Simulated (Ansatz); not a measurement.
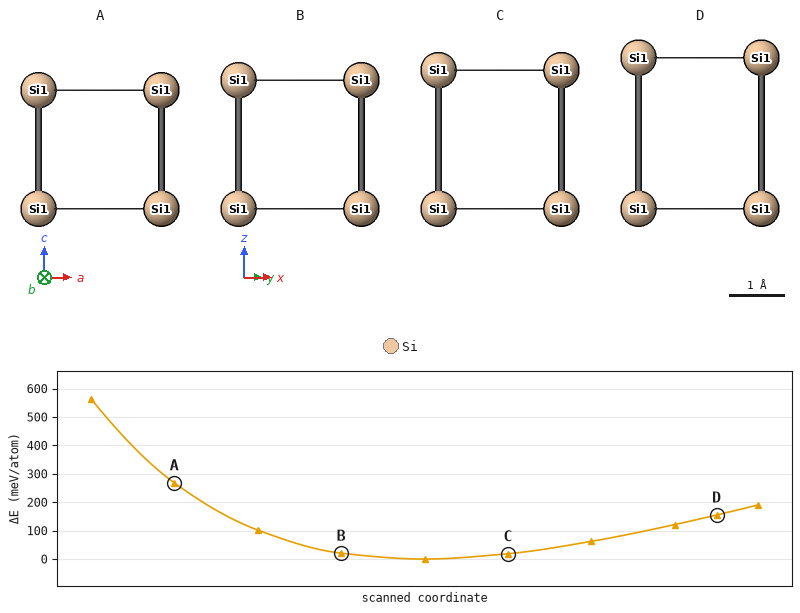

A scan of a crystal of Si (P6/mmm) along one coordinate. x, y and z are the Cartesian axes of the input. The picture is a ball-and-stick view of the cell of the calculation, seen along the b axis.

Theory: Ansatz, DFT PBEsol, scalar-relativistic, plane waves, PAW. Settings: plane-wave cutoff 420 eV; k-point mesh 21 × 21 × 20; occupations gaussian; smearing width 0.15 eV; no spin polarisation. Energies (free energies at the smearing named) are counted from the cell as listed in its source, which wasn't relaxed.

> Which coordinate changes from frame to frame?

The cell is strained along z alone, with the atoms kept at their fractional coordinates. In the frames the strain is −0.1125 (A), −0.0375 (B), 0.0375 (C), 0.1312 (D). Of the computed points the lowest is at the strain 0.00, 0 meV/atom. At the ends of the scan the energy is 565 meV/atom (−0.15) and 191 meV/atom (0.15). The unrelaxed reference is under a pressure of 0.6 GPa, which tilts the curve. The distortion keeps the space group P6/mmm. At the strain −0.15 the cell of the drawing goes c 2.466 → 2.096 Å.
